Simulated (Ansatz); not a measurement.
Run report: C48H, single-point calculation (part 1 of 2)

- system: C48H (defect cell, 49 atoms in the cell)
- method: DFT PBE, scalar-relativistic, plane waves, PAW, spin-polarised (Ansatz 0.2.0)

The structure derives from an entry of the Crystallography Open Database.

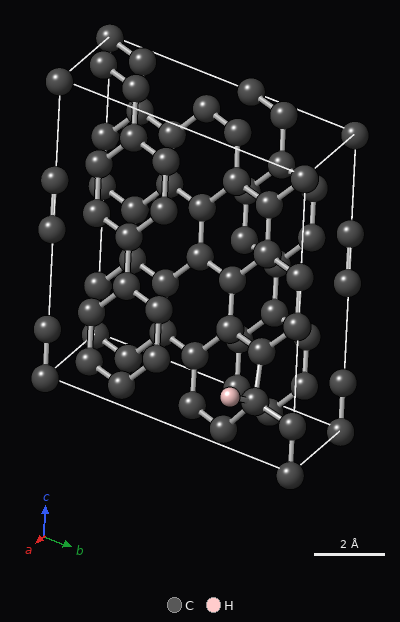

**Figure 1.** The structure as given in the input (ball-and-stick view of the cell of the calculation, seen slightly off an axis). An atom can appear more than once, as a periodic image.

### Input
```yaml
crystal:
  lattice:
    - [3.705, -2.139083, -6.79]
    - [3.705, -2.139083, 6.79]
    - [-7.41, -4.278165, 0.0]
  atoms:
    - { symbol: C, position: [-0.0102219892, -0.0059272831, -0.0127115967] }
    - { symbol: C, position: [0.4870030964, 0.4911892744, -0.014645129] }
    - { symbol: C, position: [0.653348013, 0.6574326542, 0.8190503171] }
    - { symbol: C, position: [0.1530244732, 0.1609749098, 0.8202583644] }
    - { symbol: C, position: [0.3191652973, 0.3257271975, 0.6524135898] }
    - { symbol: C, position: [0.8204652526, 0.8268641907, 0.6547819032] }
    - { symbol: C, position: [-0.012416008, -0.0076976257, 0.4881398522] }
    - { symbol: C, position: [0.4862962073, 0.4943513448, 0.4869610456] }
    - { symbol: C, position: [0.6550945582, 0.6596229237, 0.3218748845] }
    - { symbol: C, position: [0.1558526772, 0.1605678708, 0.3199280066] }
    - { symbol: C, position: [0.3215756529, 0.3281298481, 0.1536215434] }
    - { symbol: C, position: [0.8384079041, 0.8090378804, 0.1537435486] }
    - { symbol: C, position: [0.7593179107, 0.2573141043, 0.0169091921], spin: -0.01 }
    - { symbol: C, position: [0.2595230042, 0.7577748515, 0.0168254823], spin: -0.01 }
    - { symbol: C, position: [0.4256109638, 0.9247631672, 0.8503154975], spin: -0.01 }
    - { symbol: C, position: [0.9258241364, 0.4243601248, 0.8500499669], spin: -0.01 }
    - { symbol: C, position: [0.0919348697, 0.5917587927, 0.6836266755], spin: -0.01 }
    - { symbol: C, position: [0.5921856168, 0.091548627, 0.6837465995], spin: -0.01 }
    - { symbol: C, position: [0.7587951124, 0.2582841015, 0.5170385474], spin: -0.01 }
    - { symbol: C, position: [0.2590814553, 0.758208577, 0.5172326621], spin: -0.01 }
    - { symbol: C, position: [0.4262186212, 0.9246581502, 0.3505474731], spin: -0.01 }
    - { symbol: C, position: [0.925771058, 0.4244908794, 0.3505262805], spin: -0.01 }
    - { symbol: C, position: [0.0927945544, 0.5909969957, 0.1837592147], spin: -0.01 }
    - { symbol: C, position: [0.5927903552, 0.0909128894, 0.1837706448], spin: -0.01 }
    - { symbol: C, position: [0.1545053028, 0.1616579931, -0.0131134503] }
    - { symbol: C, position: [0.652774111, 0.6526067167, -0.0173213942] }
    - { symbol: C, position: [0.8215952525, 0.825779845, 0.8205288021] }
    - { symbol: C, position: [0.319023664, 0.3262203031, 0.8192282124] }
    - { symbol: C, position: [0.4856615001, 0.4928584178, 0.652552934] }
    - { symbol: C, position: [0.9866952816, -0.005972429, 0.6547047276] }
    - { symbol: C, position: [0.154421562, 0.159091887, 0.4867422837] }
    - { symbol: C, position: [0.6533177406, 0.6605510011, 0.4880396794] }
    - { symbol: C, position: [0.8232859588, 0.824060206, 0.3246238121] }
    - { symbol: C, position: [0.3209873572, 0.3284842538, 0.3203077385] }
    - { symbol: C, position: [0.4883983823, 0.4927882284, 0.1536604862] }
    - { symbol: C, position: [0.9944095815, -0.0050398162, 0.1536516708] }
    - { symbol: C, position: [0.5926101459, 0.0908334436, 0.0169563685], spin: 0.02 }
    - { symbol: C, position: [0.0930517231, 0.5906604072, 0.0164614845], spin: 0.02 }
    - { symbol: C, position: [0.2588436703, 0.7581996059, 0.8502133315], spin: 0.02 }
    - { symbol: C, position: [0.7590577059, 0.2577712206, 0.8502551964], spin: 0.02 }
    - { symbol: C, position: [0.9253403005, 0.424967712, 0.6835283374], spin: 0.02 }
    - { symbol: C, position: [0.4255276708, 0.9250112385, 0.6837912528], spin: 0.02 }
    - { symbol: C, position: [0.5922974194, 0.0916007563, 0.5171095476], spin: 0.02 }
    - { symbol: C, position: [0.0921182876, 0.5915870973, 0.5170958837], spin: 0.02 }
    - { symbol: C, position: [0.259756085, 0.7581271783, 0.3508259359], spin: 0.02 }
    - { symbol: C, position: [0.758994729, 0.2578987923, 0.3504474981], spin: 0.02 }
    - { symbol: C, position: [0.9258951908, 0.4236541935, 0.1837557525], spin: 0.02 }
    - { symbol: C, position: [0.4262480047, 0.9243126385, 0.1836964417], spin: 0.02 }
    - { symbol: H, position: [0.9238209878, 0.7250956556, 0.1543480247] }
magnetization:
  spin_polarized: true
basis:
  ecutwfc: 420
  fft_grid_basis: typed
kpoints:
  mp_grid: { grid: [2, 2, 2] }
hamiltonian:
  xc: pbe
  pseudopotentials: { kind: paw }
scf:
  occupations: { method: gaussian, width: 0.05 }
  n_extra_bands: 18
output:
  forces: true
  stress: false
  eigenvalues: true
  bader: false
  write_density: false
  volumetric_format: npy
  populations: true
  band_densities:
    - { e_range: [-0.25, 0.25] }
    - { e_range: [-1.2, 0.0] }
    - { e_range: [0.0, 1.2] }
  dos:
    e_range: [-30, 8]
    de: 0.02
    method: { smearing: { sigma: 0.03, scheme: gaussian } }
    projected: { site_lists: { C: [C], H: [H] } }
checkpoint:
  read: start.run
  write: ck
  compress: false
  write_wavefunctions: false
  write_every: 100000
```

Run as:
```bash
ansatz run input.yaml --threads 4 --pin off --max-ram 10240MiB --backend cpu --events-out ev --progress --plain --runs-dir out
```

### The program's output
```
Warning: the band count 115 (scf.n_extra_bands) hosts the net moment |M| = 0.1200 μB (N_el = 193) but caps the reachable moment at 2·n_bands − N_el = 37.0000 μB, below the 146 bands that the automatic rule leaves for it — a moment growing past the seed, or the majority channel's smearing tail, pins there with fewer empty majority states than that count leaves; raise or omit scf.n_extra_bands unless the cap is intended
Warning: checkpoint.read: spin seed differs: saved e48acb96ab99…, current a49271d54111…; the loaded state replaces the seed-built initial guess (but the starting_ns of a DFT+U solve that opens without the state's occupation matrices), so the run may converge into the producing seed's basin, or, where the symmetry group that follows from this deck's starting moments and starting_ns does not hold the saved magnetisation, lose that magnetisation at its first build. Where atoms have moved since the state was saved, this difference can also decide whether moments are moved with them. A self-consistent run of this deck without the state starts from its starting moments and, under a DFT+U term, its starting_ns
scf.n_extra_bands = 18 over 97 filled bands (N_el = 193.0): the run solves 115 bands
Engine: ansatz 0.2.0, aarch64-unknown-linux-gnu
Pseudopotentials: kind: paw
Pseudopotential: C, paw, valence charge 4, recommended cutoff 420 eV (normal), C.paw.azcp
Pseudopotential: H, paw, valence charge 1, recommended cutoff 420 eV (normal), H.paw.azcp
Functional definition: PBE
  parameter kappa = 0.804
  parameter beta = 0.06672455060314922
  exchange = pbe_x(kappa = kappa, mu = beta*pi^2/3)
  correlation = pbe_c(beta = beta)
Crystal: 49 atoms, lattice volume = 430.502 Å³
Basis set: ecut = 420 eV, 8441 PW (Γ), exchange–correlation on 108×108×120 points (8 copies of the dense FFT grid, shifted against one another)
Bands: 115, of which v1, the nominal top of the filled ones, is band 97 counted from 1 (96 counted from 0)
Symmetry: 1 space group operations
Space group: P1 (ITA 1), of the structure as read, at distance tolerance 7.6e-5 Å
Magnetic group: BNS 1.1 (UNI 1), of the structure as read, at distance tolerance 7.6e-5 Å
k-points: 8
Non-local potential: C, projectors of the file, l = 0: 2, l = 1: 2, l = 2: 1
Non-local potential: H, projectors of the file, l = 0: 2, l = 1: 1
PAW form: soft (Blöchl's): semilocal exchange-correlation on the pseudo side does not see the compensation charge
PAW one-centre angular grid: C, 110 points (default); XC on 64 Gauss nodes
PAW one-centre angular grid: H, 110 points (default); XC on 64 Gauss nodes
Initial density: read from a saved state, or passed on in memory by an earlier SCF of this step, an earlier step, the calling program or the single point that the run made first
Stability of the state it starts from, as read at its close in the collinear treatment: not read negative (Ritz values of 1 − χ₀K, real part plus size of imaginary part, from 0.24 to 0.31, by its mixing steps under no symmetry); its run was given moments
Starting moments: Σ|m| = 0.36 μB on 24 of 49 sites; this step starts from the density that it was given
Initial wavefunctions: pseudopotential atomic-orbital guess
Functional: x = pbe(κ = 0.804, μ = 0.2195149727645171), c = pbe(β = 0.06672455060314922)
iter 1 solved again at ethr=5.29e-8 eV; its pass at ethr=3.10e-3 eV (dr2=1.02e-4 eV) is discarded
SCF iter   1: F=—  HF=-12058.313909 eV  |F-HF|=—  |Δ(HF+E_count)|=         —  Δρ=4.40e-7 (↑3.77e-7 ↓4.40e-7)  dr2=1.82e-9  dr2_m=6.54e-11  M=0.328 μB ∫|m|=0.692 μB  β_m=0.30  ethr=5.29e-8  ⟨swp⟩=7.7  Hψ=16165  notcnv=0  defer=7
eigensolver tolerance schedule: the retry pair's looser diagonalisation over-reported the residual by 56079.39 of it (diagonalisation noise at 21.93 of the residual, at the tolerance the schedule requests for it); recorded, not acted on — ethr = c·dr2/N_el stays at c = 1.0e-1
preconditioner: auto → Kerker (q_TF=auto, 2.387 Å⁻¹)  [metal: Δε(μ)=0.047 eV  Ē_g=12.435 eV  σ=0.050 eV  W_gap=0.43  n_scr=94 (ndim 8)  ℏωp=24.9 eV  f_vac=0.008  D(μ)=6.94/eV (n_scr^D=40)]
spin=Collinear: Kerker preconditioning applied to the charge; magnetization (m = ρ↑ − ρ↓) channel mixes plain (no charge-response kernel on spin).
SCF iter   2: F=—  HF=-12058.313757 eV  |F-HF|=—  |Δ(HF+E_count)|=   1.52e-4  Δρ=1.78e-7 (↑1.54e-7 ↓1.78e-7)  dr2=4.25e-10  dr2_m=5.25e-11  M=0.328 μB ∫|m|=0.692 μB  β_m=0.29  ethr=1.00e-12  ⟨swp⟩=14.7  Hψ=7745  notcnv=0
SCF iter   3: F=-12058.313757 eV  HF=-12058.313757 eV  |F-HF|=1.13e-10  |Δ(HF+E_count)|=  3.09e-11  Δρ=1.45e-7 (↑1.32e-7 ↓1.45e-7)  dr2=3.28e-10  dr2_m=4.05e-11  M=0.328 μB ∫|m|=0.692 μB  ethr=1.00e-12  ⟨swp⟩=1.0  Hψ=3893  notcnv=0
SCF 1 converged in 3 iterations: F = -12058.313757 eV  dr2 = 3.28e-10
  greatest PAW one-centre occupation: 0.673 electrons in one spin orbital (limit 2), on the C atom at site 7 (counted from 0), in its partial waves of l = 0
SCF converged after 3 iterations
Magnetization: 0.3279 μB (96.6640 up, 96.3360 down)
Absolute magnetization: 0.6922 μB (∫|ρ↑−ρ↓|, with the PAW one-centre terms)
Spin contamination: 0.0562 ħ² per cell (⟨S²⟩ above its minimum at these occupations)
Per-site moments (μB) at R_I (Å): [(-0.0004925125666235535, 0.5824625500819686), (-0.0004407801031261382, 0.5823117237609072), (-0.00039447481334402485, 0.5824687339455832), (-0.0005223132111244328, 0.5862161306234964), (-0.0004396125538233231, 0.5847907952607433), (-0.00040953713058323543, 0.5849940291283918), (-0.0005938515747385093, 0.5821535758042977), (-0.0005268634759596778, 0.586160148911948), (-0.0005304396104991534, 0.582308670476156), (-0.000571650864772989, 0.5821929789853376), (-0.0004337569828039863, 0.5849417748012851), (-0.00017773881299916136, 0.47434911225476395), (-0.008588345346708997, 0.5880756636835389), (-0.008587652058349656, 0.5878389546346005), (-0.009027100955011292, 0.5878912443655764), (-0.008973593385681704, 0.587853005235861), (-0.005578665604460244, 0.5877793554369521), (-0.005535716044829809, 0.5877610522875869), (-0.00863610536070992, 0.5878193497194893), (-0.008460761030266155, 0.5878582453797825), (-0.00890769125264783, 0.587792940872169), (-0.008912658374604851, 0.5879927459285259), (-0.005090657135660109, 0.5896231153415681), (-0.005569978771910591, 0.5877802967010282), (0.0009552158751573741, 0.5862161306234964), (0.0006851310323779186, 0.5823117237609072), (0.0011895675801283114, 0.5849940291283918), (0.0015385175953532516, 0.5863918754792458), (0.0015379159656819853, 0.5863456311253417), (0.0015117683117335133, 0.5862453541844109), (0.0014670761952878966, 0.5847907952607433), (0.0009399863622519553, 0.586160148911948), (0.0017490067040360734, 0.5821535758042977), (0.001560801693254182, 0.5863316854047748), (0.001496448430251206, 0.5849417748012851), (0.0015991331071096963, 0.5821929789853376), (0.01693880846983889, 0.5879752436461707), (0.016907544137976193, 0.5879758597991862), (0.017046375786908364, 0.5878389546346005), (0.017353487517149446, 0.5877610522875869), (0.017107847216333114, 0.5878436271314348), (0.01723904411479282, 0.5878912443655764), (0.016987241231374905, 0.587792940872169), (0.016706059406166582, 0.5877793554369521), (0.016969006962538495, 0.5878582453797825), (0.016943488035723795, 0.5878193497194893), (0.01701025046150839, 0.5879927459285259), (0.01737065528422763, 0.5877802967010282), (1.2480203188217429e-5, 0.47434911225476395)]
Free energy (F): -12058.313757 eV
Harris-Foulkes:  -12058.313757 eV  (|F-HF|=1.13e-10)
Internal energy: -12058.305086 eV  (E = F + TS)
E sigma→0 (E₀):  -12058.309422 eV
Entropy (-TS):   -0.008672 eV (-0.177 meV/atom)
Fermi energy:    6.958768 eV
--- Per-component energies (eV) ---
  E_band       = -430.864069
  E_kinetic    = 4377.629600
  E_local      = -7450.862071  (includes V_loc(G=0)·N_el)
  E_nonlocal   = 1310.650305
  E_hartree    = 2261.626093
  E_xc         = -2313.174622
  E_vxc        = -2864.709160  (∫ρ·V_xc dr)
  E_paw        = -4768.706564  (= ΣΔE_a)
  E_vpaw       = -326.823666  (= ΣTr[D̂ρ^β])
  E_aug_tail   = -0.000865  (compensation charges beyond the density's cutoff)
  E_ewald      = -5475.466962
  E_smearing   = -0.008672  (= −TS)
  E_closure    = 0.000000  (closes the sum)
  Σ components = -12058.313757   (vs F -12058.313757, Δ=0.00e0)
```
